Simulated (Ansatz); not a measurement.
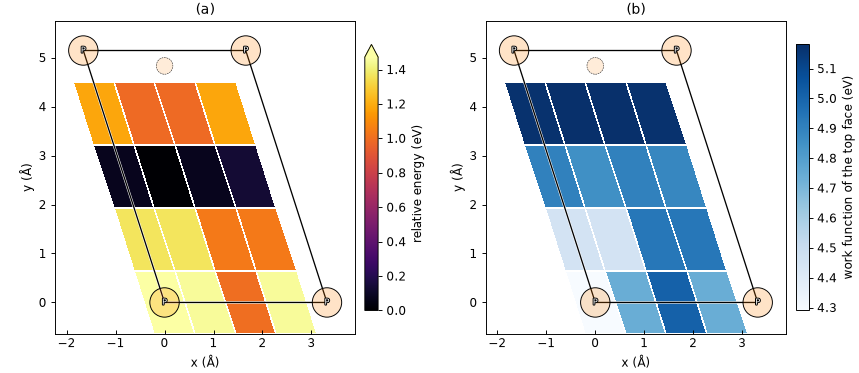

Pt on a P(001) slab cut from the Cmce phase (8 atoms of substrate and one adsorbate in a 1 × 1 cell). One Pt atom a 1 × 1 cell is placed over a mesh of places on the rigid (0 0 1) surface, and only its height is relaxed. Places are given modulo a cell vector. The map is drawn in real space over the plane of the surface. The scan uses a 4 × 4 grid. All energies are given in eV relative to the lowest grid point. At some places the adsorbate sinks to or below the level of the top layer. With one adsorbate in each 1 × 1 cell, its nearest image is 3.3 Å away, so neighbouring adsorbates interact. These are results of DFT PBEsol, scalar-relativistic, plane waves, PAW (Ansatz 0.2.0), not measurements.

Panel (a) is the energy; panel (b) is the computed work function of the top face, in eV.

In the figure: one coloured cell a grid point, labelled circles for the atoms of the top layer and small ones for the second layer, the outline of one cell of the plane, one colour for all values above the top of the scale.

### How does the work function of the top face vary over the map, and what is it at the lowest grid point?

It runs from 4.29 eV at the top site over a surface P atom, (0/4, 0/4) of the cell vectors to 5.18 eV at (1/4, 3/4) of the cell vectors [nearest 1 P at 2.11 Å]. At the lowest grid point, (1/4, 2/4) of the cell vectors [nearest 1 P at 2.16 Å], it is 4.85 eV.
